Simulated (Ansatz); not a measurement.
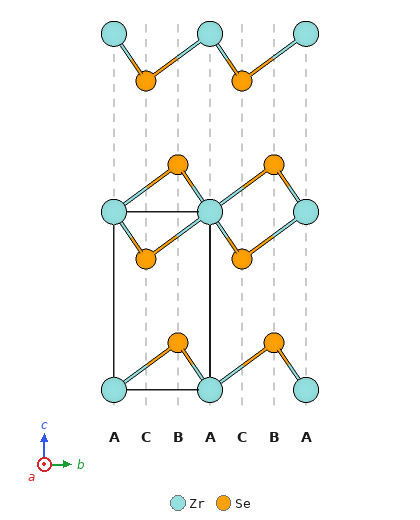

Projection along an edge of the hexagonal mesh, stacking direction c upwards. The dashed lines mark the three columns A (0, 0), B (1/3, 2/3) and C (2/3, 1/3). The sequence starts with the first layer at or above the cell's origin.

System ZrSe2; source of the atomic positions: coordinates from a relaxation with DFT, PBE-D3(BJ), plane waves, PAW (Ansatz 0.2.0); the starting structure was generated, so it need not be a known form of this composition.

Read off the stacking sequence over one period.

Zr(A) – Se(B) – Se(C) (three layers in 6.01 Å).

How are the Se layers alone stacked?

Se layers alone: BC, the hexagonal close-packed type.

Which positions between or in the Se layers do the other atoms fill?

Zr: one octahedral site, counted in one hexagonal cell. One of the two gaps between Se layers is empty, 2.83 Å wide.

What short polytype symbol fits?

Polytype symbol 1T, the symbol of a layered MX2 polytype (number of slabs in the repeat and lattice).

Heights of the layers:

```
layer  atoms (column)  height (Å)  to next (Å)
    1           Zr(A)        0.00         1.59
    2           Se(B)        1.59         2.83
    3           Se(C)        4.42         1.59
```
